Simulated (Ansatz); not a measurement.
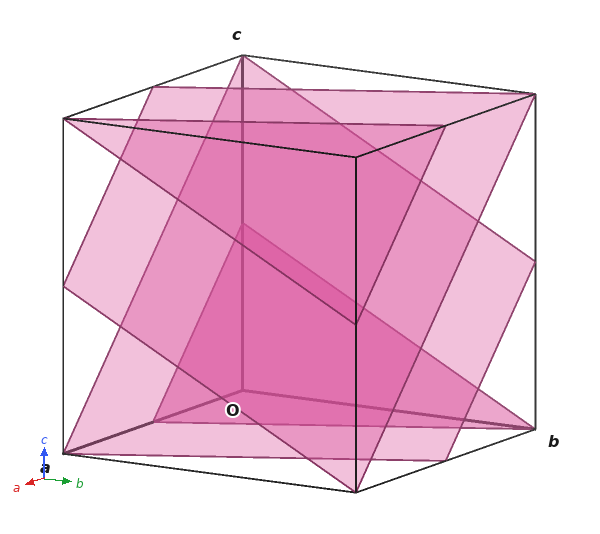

Every member of one family of equally spaced planes, hx + ky + lz = a whole number, that cuts the unit cell is shaded (one member passes through the origin O, touching the cell only at an edge or corner). Crystal: SnO, the input geometry of an electronic-structure calculation (not necessarily at equilibrium); the starting structure was generated, so it need not be a known form of this composition. The drawing is computed from the coordinates (standard cell, symmetry found to 0.002 Å).

a = 5.416 Å, b = 5.416 Å, c = 5.416 Å, α = 90.00°, β = 90.00°, γ = 90.00°.

Question: What are the Miller indices?

Answer: (2 1 2); the opposite sign names the same planes. The member next to the origin meets the axes a at 1/2, b at 1, c at 1/2.

Question: What is the spacing?

Answer: d = 1.805 Å.

Question: The space group is No. 216, F-43m. How many reflections hkl are equivalent to this one (itself included), and does it occur?

Answer: 24 reflections are equivalent in the Laue class m-3m. The reflection is systematically absent, by the centring.
